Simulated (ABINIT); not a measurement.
Run report: NbP, geometry relaxation (part 2 of 2)

NbP (I4₁md, 4 atoms in the cell); Kohn-Sham DFT of a periodic cell, PBE, JTH PAW PBE v2.0 (ABINIT 10.8.3); cutoff 544.23 eV, 6×6×6 k-mesh, fermi-dirac of 0.05 eV. The structure derives from a Materials Project entry. The run did not end well.

Geometry of the input (Å; fractional positions):
```
-1.6749  1.6749  5.7401
1.6749  -1.6749  5.7401
1.6749  1.6749  -5.7401
Nb 0.2499  0.7499  0.5000
Nb 0.4999  0.4999  -0.0000
P  0.8327  0.3327  0.5000
P  0.0827  0.0827  0.0000
```

What the program printed, continued:
```
--------------------------------------------------------------------------------

---SELF-CONSISTENT-FIELD CONVERGENCE--------------------------------------------

--- !BeginCycle
iteration_state: {dtset: 1, itime: 2, icycle: 1, }
solver: {iscf: 17, nstep: 100, nline: 4, wfoptalg: 10, }
tolerances: {tolvrs: 1.00E-09, }
...

     iter   Etot(hartree)      deltaE(h)  residm     nres2
 ETOT  1  -128.64484110670    -1.286E+02 1.549E-01 1.338E+02
 ETOT  2  -128.55789145790     8.695E-02 2.570E-03 4.028E+01
 ETOT  3  -128.53967136747     1.822E-02 2.696E-03 2.742E+00
 ETOT  4  -128.53963332893     3.804E-05 5.657E-04 2.029E-02
 ETOT  5  -128.53963577680    -2.448E-06 3.283E-05 1.688E-03
 ETOT  6  -128.53963627515    -4.983E-07 8.044E-05 8.628E-05
 ETOT  7  -128.53963627474     4.003E-10 5.429E-05 9.134E-06
 ETOT  8  -128.53963627749    -2.745E-09 3.625E-05 1.646E-06
 ETOT  9  -128.53963627653     9.605E-10 4.156E-05 9.096E-08
 ETOT 10  -128.53963627656    -2.649E-11 2.101E-05 1.635E-08
 ETOT 11  -128.53963627656    -7.105E-12 3.576E-05 4.182E-11

 At SCF step   11       nres2   =  4.18E-11 < tolvrs=  1.00E-09 =>converged.

 Cartesian components of stress tensor (hartree/bohr^3)
  sigma(1 1)= -4.65310766E-04  sigma(3 2)=  0.00000000E+00
  sigma(2 2)= -4.65310766E-04  sigma(3 1)=  0.00000000E+00
  sigma(3 3)= -3.80808492E-04  sigma(2 1)=  0.00000000E+00

--- !ResultsGS
iteration_state: {dtset: 1, itime: 2, icycle: 1, }
comment   : Summary of ground state results
lattice_vectors:
- [ -3.0975450,   3.0975450,  10.6161812, ]
- [  3.0975450,  -3.0975450,  10.6161812, ]
- [  3.0975450,   3.0975450, -10.6161812, ]
lattice_lengths: [  11.48446,   11.48446,   11.48446, ]
lattice_angles: [148.705, 148.705,  44.845, ] # degrees, (23, 13, 12)
lattice_volume:   4.0743992E+02
convergence: {deltae: -7.105E-12, res2:  4.182E-11, residm:  3.576E-05, diffor: null, }
etotal    :  -1.28539636E+02
entropy   :   0.00000000E+00
fermie    :   5.01721376E-01
cartesian_stress_tensor: # hartree/bohr^3
- [ -4.65310766E-04,   0.00000000E+00,   0.00000000E+00, ]
- [  0.00000000E+00,  -4.65310766E-04,   0.00000000E+00, ]
- [  0.00000000E+00,   0.00000000E+00,  -3.80808492E-04, ]
pressure_GPa:   1.2861E+01
xred      :
- [  2.5004E-01,   7.5004E-01,   5.0000E-01, Nb]
- [  5.0004E-01,   5.0004E-01,   5.5511E-17, Nb]
- [  8.3259E-01,   3.3259E-01,   5.0000E-01,  P]
- [  8.2587E-02,   8.2587E-02,   6.2450E-17,  P]
cartesian_forces: # hartree/bohr
- [ -1.37572754E-19,   5.21626266E-20,  -3.54036160E-04, ]
- [ -6.75687884E-20,   1.37463745E-20,  -3.54036160E-04, ]
- [  1.02570771E-19,  -3.29545006E-20,   3.54036160E-04, ]
- [  1.02570771E-19,  -3.29545006E-20,   3.54036160E-04, ]
force_length_stats: {min:   3.54036160E-04, max:   3.54036160E-04, mean:   3.54036160E-04, }
...

 Integrated electronic density in atomic spheres:
 ------------------------------------------------
 Atom  Sphere_radius  Integrated_density
    1        2.22094         10.21720745
    2        2.22094         10.21722150
    3        1.60765          1.63133493
    4        1.60765          1.63445791

---OUTPUT-----------------------------------------------------------------------

 Cartesian coordinates (xcart) [bohr]
  3.09754503305861E+00  1.21851976626464E-16  5.30897428451573E+00
  1.71416420453338E-16  1.72480161098157E-16  1.06170649054333E+01
  7.87985791401558E-16  3.09754503305861E+00  7.06160670706672E+00
  3.70279091126898E-16  1.66045631185344E-17  1.75351608614916E+00
 Reduced coordinates (xred)
  2.50041618712889E-01  7.50041618712889E-01  5.00000000000000E-01
  5.00041618712889E-01  5.00041618712889E-01  5.55111512312578E-17
  8.32586951287111E-01  3.32586951287111E-01  5.00000000000000E-01
  8.25869512871109E-02  8.25869512871109E-02  6.24500451351651E-17
 Cartesian forces (fcart) [Ha/bohr]; max,rms= 3.54036E-04 2.04403E-04 (free atoms)
 -1.37572753543631E-19  5.21626266413318E-20 -3.54036159658061E-04
 -6.75687884090273E-20  1.37463745273855E-20 -3.54036159658061E-04
  1.02570770976329E-19 -3.29545005843587E-20  3.54036159658061E-04
  1.02570770976329E-19 -3.29545005843587E-20  3.54036159658061E-04
 Gradient of E wrt nuclear positions in reduced coordinates (gred)
  3.75851203709325E-03  3.75851203709325E-03 -3.75851203709325E-03
  3.75851203709325E-03  3.75851203709325E-03 -3.75851203709325E-03
 -3.75851203709325E-03 -3.75851203709325E-03  3.75851203709325E-03
 -3.75851203709325E-03 -3.75851203709325E-03  3.75851203709325E-03
 Scale of Primitive Cell (acell) [bohr]
  1.14844623131927E+01  1.14844623131927E+01  1.14844623131927E+01
 Real space primitive translations (rprimd) [bohr]
 -3.09754503305861E+00  3.09754503305861E+00  1.06161812418351E+01
  3.09754503305861E+00 -3.09754503305861E+00  1.06161812418351E+01
  3.09754503305861E+00  3.09754503305861E+00 -1.06161812418351E+01
 Unitary Cell Volume (ucvol) [Bohr^3]=  4.07439915990193E+02
 Angles (23,13,12)= [degrees]
  1.48705245589913E+02  1.48705245589913E+02  4.48453509400379E+01
 Lengths [Bohr]
  1.14844623131927E+01  1.14844623131927E+01  1.14844623131927E+01
 Stress tensor in cartesian coordinates (strten) [Ha/bohr^3]
 -4.65310765689274E-04  0.00000000000000E+00  0.00000000000000E+00
  0.00000000000000E+00 -4.65310765689272E-04  0.00000000000000E+00
  0.00000000000000E+00  0.00000000000000E+00 -3.80808492370794E-04
 Total energy (etotal) [Ha]= -1.28539636276563E+02

 Difference of energy with previous step (new-old):
           Absolute (Ha)= 5.18321E-03
           Relative     = 4.03230E-05

--- Iteration: ( 3/60) Internal Cycle: (1/1)
--------------------------------------------------------------------------------

---SELF-CONSISTENT-FIELD CONVERGENCE--------------------------------------------

--- !BeginCycle
iteration_state: {dtset: 1, itime: 3, icycle: 1, }
solver: {iscf: 17, nstep: 100, nline: 4, wfoptalg: 10, }
tolerances: {tolvrs: 1.00E-09, }
...

     iter   Etot(hartree)      deltaE(h)  residm     nres2
 ETOT  1  -128.59525226655    -1.286E+02 2.054E-04 5.017E+01
 ETOT  2  -128.54730412068     4.795E-02 7.779E-04 1.022E+01
 ETOT  3  -128.54435146914     2.953E-03 1.448E-04 4.206E-01
 ETOT  4  -128.54458134882    -2.299E-04 4.913E-05 2.833E-02
 ETOT  5  -128.54458157238    -2.236E-07 1.397E-05 6.438E-04
 ETOT  6  -128.54458217840    -6.060E-07 3.569E-05 6.381E-05
 ETOT  7  -128.54458217865    -2.474E-10 7.330E-06 1.587E-05
 ETOT  8  -128.54458217403     4.622E-09 2.182E-05 9.668E-07
 ETOT  9  -128.54458217364     3.858E-10 5.527E-06 7.506E-08
 ETOT 10  -128.54458217359     5.227E-11 1.751E-05 8.456E-09
 ETOT 11  -128.54458217356     2.572E-11 4.595E-06 2.052E-10

 At SCF step   11       nres2   =  2.05E-10 < tolvrs=  1.00E-09 =>converged.

 Cartesian components of stress tensor (hartree/bohr^3)
  sigma(1 1)= -9.24837536E-05  sigma(3 2)=  0.00000000E+00
  sigma(2 2)= -9.24837536E-05  sigma(3 1)=  0.00000000E+00
  sigma(3 3)= -8.56784766E-05  sigma(2 1)=  0.00000000E+00

--- !ResultsGS
iteration_state: {dtset: 1, itime: 3, icycle: 1, }
comment   : Summary of ground state results
lattice_vectors:
- [ -3.1466731,   3.1466731,  10.7732777, ]
- [  3.1466731,  -3.1466731,  10.7732777, ]
- [  3.1466731,   3.1466731, -10.7732777, ]
lattice_lengths: [  11.65618,   11.65618,   11.65618, ]
lattice_angles: [148.677, 148.677,  44.888, ] # degrees, (23, 13, 12)
lattice_volume:   4.2668865E+02
convergence: {deltae:  2.572E-11, res2:  2.052E-10, residm:  4.595E-06, diffor: null, }
etotal    :  -1.28544582E+02
entropy   :   0.00000000E+00
fermie    :   4.74659642E-01
cartesian_stress_tensor: # hartree/bohr^3
- [ -9.24837536E-05,   0.00000000E+00,   0.00000000E+00, ]
- [  0.00000000E+00,  -9.24837536E-05,   0.00000000E+00, ]
- [  0.00000000E+00,   0.00000000E+00,  -8.56784766E-05, ]
pressure_GPa:   2.6542E+00
xred      :
- [  2.4972E-01,   7.4972E-01,   5.0000E-01, Nb]
- [  4.9972E-01,   4.9972E-01,   5.5511E-17, Nb]
- [  8.3291E-01,   3.3291E-01,   5.0000E-01,  P]
- [  8.2906E-02,   8.2906E-02,   4.8572E-17,  P]
cartesian_forces: # hartree/bohr
- [  3.44024414E-19,  -3.06496889E-19,   1.32580646E-03, ]
- [ -3.65300514E-19,   2.85220790E-19,   1.32580646E-03, ]
- [  8.96564547E-20,  -1.27183980E-19,  -1.32580646E-03, ]
- [ -6.83803552E-20,   1.48460079E-19,  -1.32580646E-03, ]
force_length_stats: {min:   1.32580646E-03, max:   1.32580646E-03, mean:   1.32580646E-03, }
...

 Integrated electronic density in atomic spheres:
 ------------------------------------------------
 Atom  Sphere_radius  Integrated_density
    1        2.22094         10.15571723
    2        2.22094         10.15914021
    3        1.60765          1.61273679
    4        1.60765          1.60757136

---OUTPUT-----------------------------------------------------------------------

 Cartesian coordinates (xcart) [bohr]
  3.14667307086827E+00  5.71395494349621E-16  5.38065901553330E+00
  5.64259542093522E-16 -2.14908652668932E-16  1.07672978823253E+01
  2.22044604925031E-16  3.14667307086826E+00  7.17297978472853E+00
  3.54187376343755E-16 -4.85053480972397E-17  1.78634091793650E+00
 Reduced coordinates (xred)
  2.49722468342198E-01  7.49722468342198E-01  5.00000000000000E-01
  4.99722468342198E-01  4.99722468342198E-01  5.55111512312578E-17
  8.32906101657802E-01  3.32906101657802E-01  5.00000000000000E-01
  8.29061016578019E-02  8.29061016578019E-02  4.85722573273506E-17
 Cartesian forces (fcart) [Ha/bohr]; max,rms= 1.32581E-03 7.65455E-04 (free atoms)
  3.44024414292233E-19 -3.06496889199070E-19  1.32580645859600E-03
 -3.65300513825363E-19  2.85220789665940E-19  1.32580645859600E-03
  8.96564547019692E-20 -1.27183979795132E-19 -1.32580645859600E-03
 -6.83803551688388E-20  1.48460079328262E-19 -1.32580645859600E-03
 Gradient of E wrt nuclear positions in reduced coordinates (gred)
 -1.42832811994342E-02 -1.42832811994342E-02  1.42832811994342E-02
 -1.42832811994342E-02 -1.42832811994342E-02  1.42832811994342E-02
  1.42832811994342E-02  1.42832811994342E-02 -1.42832811994342E-02
  1.42832811994342E-02  1.42832811994342E-02 -1.42832811994342E-02
 Scale of Primitive Cell (acell) [bohr]
  1.16561835930459E+01  1.16561835930459E+01  1.16561835930459E+01
 Real space primitive translations (rprimd) [bohr]
 -3.14667307086827E+00  3.14667307086827E+00  1.07732777335840E+01
  3.14667307086827E+00 -3.14667307086827E+00  1.07732777335840E+01
  3.14667307086827E+00  3.14667307086827E+00 -1.07732777335840E+01
 Unitary Cell Volume (ucvol) [Bohr^3]=  4.26688653545505E+02
 Angles (23,13,12)= [degrees]
  1.48676535607428E+02  1.48676535607428E+02  4.48876477172793E+01
 Lengths [Bohr]
  1.16561835930459E+01  1.16561835930459E+01  1.16561835930459E+01
 Stress tensor in cartesian coordinates (strten) [Ha/bohr^3]
 -9.24837536216824E-05  0.00000000000000E+00  0.00000000000000E+00
  0.00000000000000E+00 -9.24837536216841E-05  0.00000000000000E+00
  0.00000000000000E+00  0.00000000000000E+00 -8.56784766428351E-05
 Total energy (etotal) [Ha]= -1.28544582173562E+02

 Difference of energy with previous step (new-old):
           Absolute (Ha)=-4.94590E-03
           Relative     =-3.84769E-05

--- !Ionmov22Error
message: |
    Lbfgs routine failed. Returned value: 0
    Restart your calculation from last step or try a different ionmov
...
```

Trajectory as extended XYZ (Å, eV, eV/Å), 3 frames, from step=0 to step=2:
```
4
Lattice="-1.6749 1.6749 5.7401 1.6749 -1.6749 5.7401 1.6749 1.6749 -5.7401" Properties=species:S:1:pos:R:3:forces:R:3 step=0 energy=-3497.88273
Nb    1.6749    0.0000    2.8687    0.0000   0.0000   0.0147
Nb    0.0000    0.0000    5.7387    0.0000   0.0000   0.0147
P     0.0000    1.6749    3.8200    0.0000   0.0000  -0.0147
P     0.0000    0.0000    0.9500    0.0000   0.0000  -0.0147
4
Lattice="-1.6392 1.6392 5.6178 1.6392 -1.6392 5.6178 1.6392 1.6392 -5.6178" Properties=species:S:1:pos:R:3:forces:R:3 step=1 energy=-3497.74169
Nb    1.6392    0.0000    2.8094    0.0000   0.0000  -0.0182
Nb    0.0000    0.0000    5.6183    0.0000   0.0000  -0.0182
P     0.0000    1.6392    3.7368    0.0000   0.0000   0.0182
P     0.0000    0.0000    0.9279    0.0000   0.0000   0.0182
4
Lattice="-1.6651 1.6651 5.7010 1.6651 -1.6651 5.7010 1.6651 1.6651 -5.7010" Properties=species:S:1:pos:R:3:forces:R:3 step=2 energy=-3497.87628
Nb    1.6651    0.0000    2.8473    0.0000   0.0000   0.0682
Nb    0.0000    0.0000    5.6978    0.0000   0.0000   0.0682
P     0.0000    1.6651    3.7958    0.0000   0.0000  -0.0682
P     0.0000    0.0000    0.9453    0.0000   0.0000  -0.0682
```

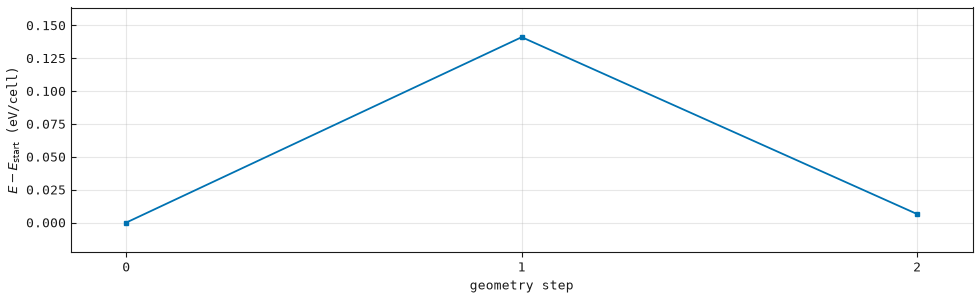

Figure 1. Progress of the relaxation, step by step (steps are counted from 0).

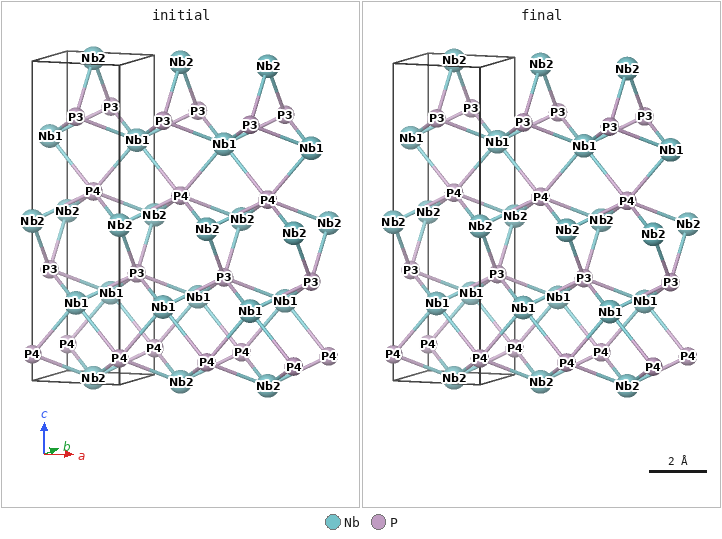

Figure 2. Before (left) and after (right) the relaxation, at one scale (ball-and-stick view of the cell 2 times as large as that of the calculation, set on its symmetry axes, repeated 3 × 1 × 1, seen slightly off an axis). The run failed before the relaxation converged. After 2 geometry steps the energy has risen by 6.5 meV per cell of the calculation. The largest force component goes from 0.015 to 0.068 eV/Å. No atom moves by more than 0.005 Å relative to the cell. Cell: a = b 3.350 → 3.330 Å (−0.6 %), c 11.480 → 11.402 Å (−0.7 %). Volume −1.8 %. Among the contacts that change: Nb1–P4 2.547 → 2.528 Å, Nb1–P3 2.553 → 2.539 Å. The space group stays I4_1md (No. 109). (Atoms are counted from 1 in the order of the input.)

Outcome:

| quantity | value |
| --- | --- |
| outcome | ended with an error |
| space group (tolerance 0.01 Å) | I4₁md (109) |
| electrons treated | 36 |
| free energy | −3497.8763 eV |
| gap on the k-point mesh | 0.03 eV |
| pressure | 2.65 GPa |
| final volume | 63.23 Å³ |
| largest force (length of the vector) at the end | 0.068 eV/Å |
| final cell | a = 6.168 Å, b = 6.168 Å, c = 6.168 Å, α = 148.68°, β = 148.68°, γ = 44.89° |
| wall time | 6.4 min |
| peak memory | 0.3 GiB |

What went wrong:

The run ended with an error.
